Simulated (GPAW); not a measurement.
## 3d dopants in GaSb: moments across the series

One cation of GaSb is replaced by one 3d element after another. What moment does each carry?

Main program and level: GPAW 26.7.0; PBE; plane waves with GPAW's PAW setups, scalar-relativistic.

## 1. The structure

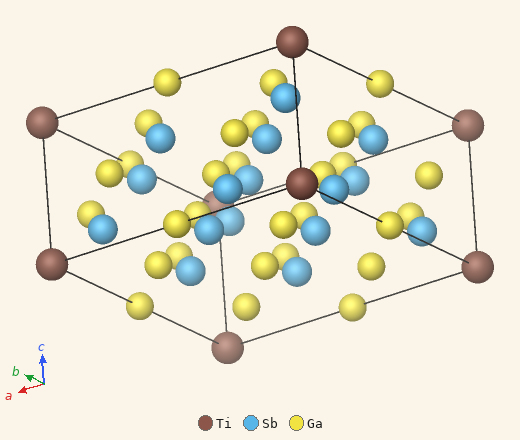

The cell as given, from a free direction (titanium brown, antimony blue, gallium yellow). Some periodic images of atoms are drawn too.

This is the first member shown.

## 2. The first member

This run shows input and output; the others differ as the table says.

The input, order1.py:

```python
import json
import numpy as np
from ase import Atoms
from ase.parallel import paropen, parprint
from gpaw import GPAW

atoms = Atoms(['Ti', 'Sb', 'Ga', 'Sb', 'Ga', 'Sb', 'Ga', 'Sb', 'Ga', 'Sb', 'Ga', 'Sb', 'Ga', 'Sb', 'Ga', 'Sb', 'Ga', 'Sb', 'Ga', 'Sb', 'Ga', 'Sb', 'Ga', 'Sb', 'Ga', 'Sb', 'Ga', 'Sb', 'Ga', 'Sb', 'Ga', 'Sb'],
    cell=[[12.192, 0.0, 0.0],
         [0.0, 12.192, 0.0],
         [0.0, 0.0, 6.096]],
    scaled_positions=[[0.0, 0.0, 0.0],
         [0.125, 0.125, 0.25],
         [0.0, 0.25, 0.5],
         [0.125, 0.375, 0.75],
         [0.25, 0.0, 0.5],
         [0.375, 0.125, 0.75],
         [0.25, 0.25, 0.0],
         [0.375, 0.375, 0.25],
         [0.0, 0.5, 0.0],
         [0.125, 0.625, 0.25],
         [0.0, 0.75, 0.5],
         [0.125, 0.875, 0.75],
         [0.25, 0.5, 0.5],
         [0.375, 0.625, 0.75],
         [0.25, 0.75, 0.0],
         [0.375, 0.875, 0.25],
         [0.5, 0.0, 0.0],
         [0.625, 0.125, 0.25],
         [0.5, 0.25, 0.5],
         [0.625, 0.375, 0.75],
         [0.75, 0.0, 0.5],
         [0.875, 0.125, 0.75],
         [0.75, 0.25, 0.0],
         [0.875, 0.375, 0.25],
         [0.5, 0.5, 0.0],
         [0.625, 0.625, 0.25],
         [0.5, 0.75, 0.5],
         [0.625, 0.875, 0.75],
         [0.75, 0.5, 0.5],
         [0.875, 0.625, 0.75],
         [0.75, 0.75, 0.0],
         [0.875, 0.875, 0.25]],
    pbc=True,
    magmoms=[1.0, 0.0, 0.0, 0.0, 0.0, 0.0, 0.0, 0.0, 0.0, 0.0, 0.0, 0.0, 0.0, 0.0, 0.0, 0.0, 0.0, 0.0, 0.0, 0.0, 0.0, 0.0, 0.0, 0.0, 0.0, 0.0, 0.0, 0.0, 0.0, 0.0, 0.0, 0.0])
atoms.calc = GPAW(mode={'name': 'pw', 'ecut': 450},
    xc='PBE',
    kpts={'size': (3, 3, 5), 'gamma': True},
    occupations={'name': 'fermi-dirac', 'width': 0.05},
    convergence={'density': 1e-05, 'energy': 1e-05},
    maxiter=200,
    mixer={'name': 'pulay', 'beta': 0.05, 'nmaxold': 6, 'weight': 50},
    symmetry={'tolerance': 1e-4},
    txt='order1.txt')
e = atoms.get_potential_energy(force_consistent=True)
res = {'free_energy': e, 'energy_sigma0': atoms.get_potential_energy(), 'fermi_energy': atoms.calc.get_fermi_level()}
res['moments'] = atoms.get_magnetic_moments().tolist()
res['total'] = atoms.get_magnetic_moment()
parprint('site moments (muB):', np.round(res['moments'], 3))
parprint(f"total moment: {res['total']:.3f} muB")
parprint(f'free energy: {e:.6f} eV')
atoms.calc.write('order1.gpw')
with paropen('results.json', 'w') as f:
    json.dump(res, f)
```

Command:

```console
$ OMP_NUM_THREADS=1 mpirun -n 4 gpaw python order1.py > order1.log
```

Numbers of over 12 decimals in the logs are rounded to 6 here.

Log:

```text
site moments (muB): [ 0.642 -0.012  0.007  0.001  0.007  0.001  0.003 -0.001 -0.     0.001
  0.007 -0.012 -0.001 -0.001  0.003  0.001 -0.     0.001 -0.001 -0.001
  0.007 -0.012  0.003  0.001 -0.    -0.001 -0.001  0.001 -0.001  0.001
  0.003 -0.012]
total moment: 0.998 muB
free energy: -124.133649 eV

--- order1.txt ---
Input parameters:
  mode=PW(ecut=450),
  convergence={'density': 1e-05, 'energy': 1e-05},
  kpts=MonkhorstPack(size=(3, 3, 5), gamma=True),
  maxiter=200,
  mixer=Pulay(name='pulay', nmaxold=6, beta=0.05, weight=50, sigma=0.015, g_ss=None),
  occupations=Occupations(name='fermi-dirac', width=0.05),
  symmetry=Symmetry(tolerance=0.0001),
  xc=XC(name='PBE')

Diagonalizing LCAO Hamiltonian
Converting LCAO to pw mode
        .-----------------------------.
       /|                             |
      / |                             |
     /  |  Sb             Sb          |
    /   |        Sb             Sb    |
   /  Ga|            Ga               |
  /    Sb         Sb  Sb         Sb   |
 *      .---Ga-------------Ga---------.
 |     / Sb  Sb         Sb  Sb       /
 | Ga /       Ga  Ga         Ga     /
 |   Ga Ga     Sb   Ga Ga     Sb   /
 |  / Sb             Sb           /
 | /      Ga             Ga      /
 |/                             /
 Ti-------------Ga-------------*

Atoms  # Å, Bohr magnetons
|    | symbol |         x |         y |        z |    initial magnetic moments |
|----|--------|-----------|-----------|----------|-----------------------------|
|  0 |     Ti |  0.000000 |  0.000000 | 0.000000 | ( 0.0000,  0.0000,  1.0000) |
[...]
Zero:              3.276547
  External:          0.000000
  Xc:             -155.422270
  Entropy:          -0.041548
  Spinorbit:         0.000000
  ----------------------------
  Free energy:    -124.133649
  Extrapolated:   -124.112875

dipole moment: (-132.222608, -132.222608, -128.526248)  # |e|*Ang

Total magnetic moment: (0.000000, 0.000000, 0.998043)

Local magnetic moments
|        x |        y |         z |
|----------|----------|-----------|
| 0.000000 | 0.000000 |  0.641942 |  # Ti   0
| 0.000000 | 0.000000 | -0.012409 |  # Sb   1
| 0.000000 | 0.000000 |  0.007276 |  # Ga   2
| 0.000000 | 0.000000 |  0.000647 |  # Sb   3
| 0.000000 | 0.000000 |  0.007276 |  # Ga   4
[...]
| 0.000000 | 0.000000 | -0.000529 |  # Ga  28
| 0.000000 | 0.000000 |  0.000647 |  # Sb  29
| 0.000000 | 0.000000 |  0.002889 |  # Ga  30
| 0.000000 | 0.000000 | -0.012409 |  # Sb  31

Fermi level: 5.176
Eigenvalues  # (at kpt = [0.000, 0.000, 0.000])
| band index |      eig [eV] | occ [0-1] |      eig [eV] | occ [0-1] |
|------------|---------------|-----------|---------------|-----------|
|          0 |       -52.288 |     1.000 |       -51.579 |     1.000 |
|        ... |               |           |               |           |
|        141 |         3.640 |     1.000 |         3.705 |     1.000 |
|        142 |         3.784 |     1.000 |         3.788 |     1.000 |
|        143 |         3.784 |     1.000 |         3.828 |     1.000 |
|        144 |         3.790 |     1.000 |         3.828 |     1.000 |
[...]
|        154 |         6.077 |     0.000 |         6.145 |     0.000 |
|        155 |         6.132 |     0.000 |         6.178 |     0.000 |
|        156 |         6.278 |     0.000 |         6.287 |     0.000 |
|        ... |               |           |               |           |
|        182 |         9.677 |     0.000 |         9.680 |     0.000 |

No gap
No difference between direct/indirect transitions

[key lines of the parts left out:]
Converged in 26 steps
```

Run time: 22 min. Hardware: 4 MPI ranks of Arm Neoverse V1, shared host; peak memory 3.4 GiB.

After 26 cycles the largest moment stands at 0.642 μB.

## 3. The series

All use a 3×3×5 mesh. Each dopant starts with a moment; a run without spin polarisation gives the energy that the moment gains.

```csv
dopant,moment in its sphere (μB),net moment (μB a cell),largest moment elsewhere (μB),gain by spin polarisation (meV)
Ti,+0.64,1.00,-0.01,88
V,+1.87,2.00,-0.04,667
Cr,+3.03,3.01,-0.07,1102
Mn,+3.71,4.08,-0.03,1367
Fe,+3.03,4.06,+0.02,748
Cu,+0.00,0.00,+0.00,-0
```

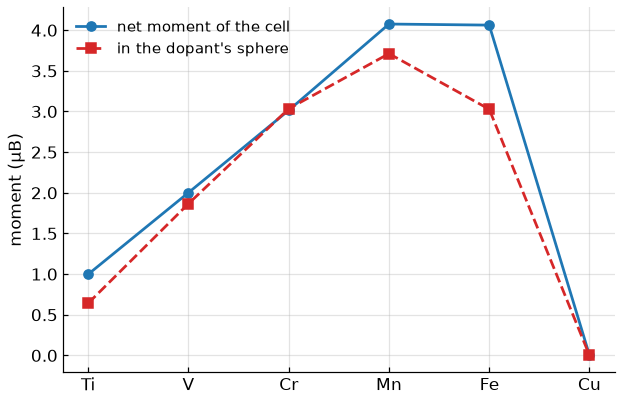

Moments across the 3d series.

## 4. Results

| Quantity | Value |
| --- | --- |
| largest net moment | 4.08 μB (Mn) |
| within 0.02 of a whole number of μB | Ti 1.00, V 2.00, Cr 3.01 |
| no settled moment | Cu |

In words: The net moment is largest for Mn, 4.08 μB, and vanishes or is a mere residue for Cu. Ti, V and Cr give a whole number of μB, as a fixed count of unpaired electrons does. Each dopant had one start, so another spin state can lie lower; in so small a cell the dopant levels widen into bands, and with the smearing this can quench a moment. The atoms were not relaxed, which can shift moments and couplings. Trends hold for the rows shown; the series may have further members. Spin–orbit coupling is left out.

[Logs and program files are shortened in this print: banners, set-up blocks, solver, clock and traceback lines can be left out without a mark of their own.]

[Logs are printed without paths, hosts, clocks, repeated set-up lines and the standing remarks that a program may print on its own settings, such as how far it seeks lower states.]

[Hosts, paths, dates, database ids (printed as entryN), source tags and the programs' standing remarks are cut or masked in the printed files.]

[Where a cell is said to come from a database of computed structures, the database is the Materials Project.]
